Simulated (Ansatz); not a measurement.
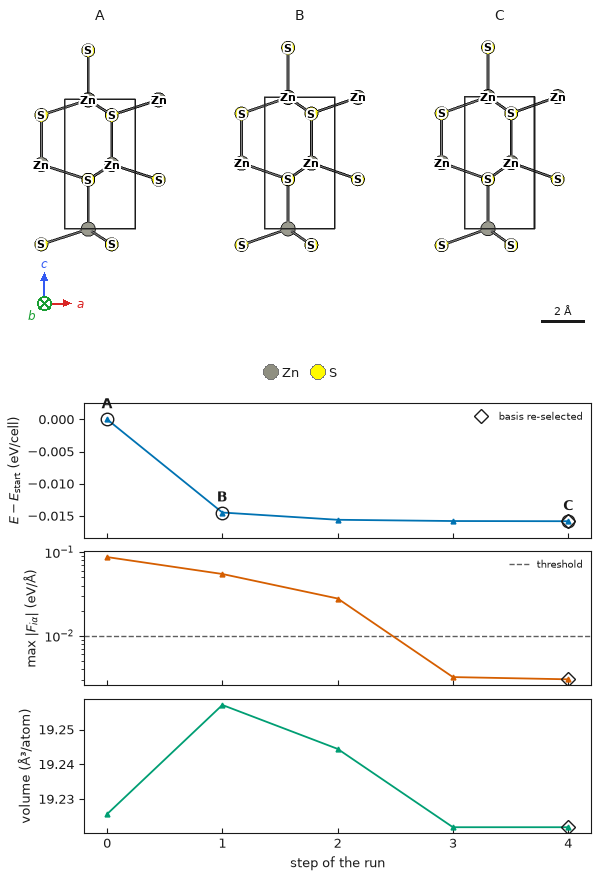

Frames of a relaxation of solid ZnS (a generated structure, set up in P6_3mc), marked on the history of the run. The picture is a ball-and-stick view of the cell of the calculation, seen along the b axis.

Case: Mg → Zn on all its sites, cell and atoms relaxed.

Computed with DFT PBEsol, scalar-relativistic, plane waves, PAW (Ansatz 0.2.0). (plane-wave cutoff 420 eV; k-point mesh 12 × 12 × 6; occupations gaussian; smearing width 0.02 eV; no spin polarisation; cell and atoms relaxed; force threshold 0.01 eV/Å; at most 60 steps)

What happens along the run?

Answer. The largest moves relative to the cell, 0.026 Å, are those of Zn and S atoms. Largest moves by element: S 0.026 Å, Zn 0.026 Å. The drawn cell changes at constant volume: a = b 3.821 → 3.782 Å (−1.0 %), c 6.084 → 6.207 Å (+2.0 %). Near-neighbour distances that change, for instance: S–Zn 2.327 → 2.322 Å. The space group stays P6_3mc (No. 186). Over 3 accepted moves (4 points after the start) the energy falls by 15.8 meV per cell of the calculation. Largest force component: 0.088 eV/Å at the start, 0.003 eV/Å at the end. Pressure: 0.04 GPa at the start and 0.01 GPa at the end. The SCF was repeated once at an unchanged geometry on a basis and grid sized afresh for the cell, which shifted the energy by less than 0.05 meV per cell of the calculation at most. Cost: 76 s on 1 thread of Arm Neoverse V1, on a shared host, peak memory 0.39 GiB. From step 0 to 1: Zn and S atoms move most (0.02 Å), volume +0.2 %, energy −14.5 meV per cell of the calculation. From step 1 to 4: volume −0.2 %, energy −1.3 meV per cell of the calculation.

```tsv
step	E − E(0), meV/atom	largest force component, eV/Å	pressure, GPa	volume, Å³/atom	note
0	0.00	0.0876	0.04	19.226	
1	-3.62	0.0549	-0.11	19.257	
2	-3.90	0.0280	-0.07	19.244	
3	-3.95	0.0032	0.01	19.222	
4	-3.96	0.0030	0.01	19.222	same geometry, new basis
```
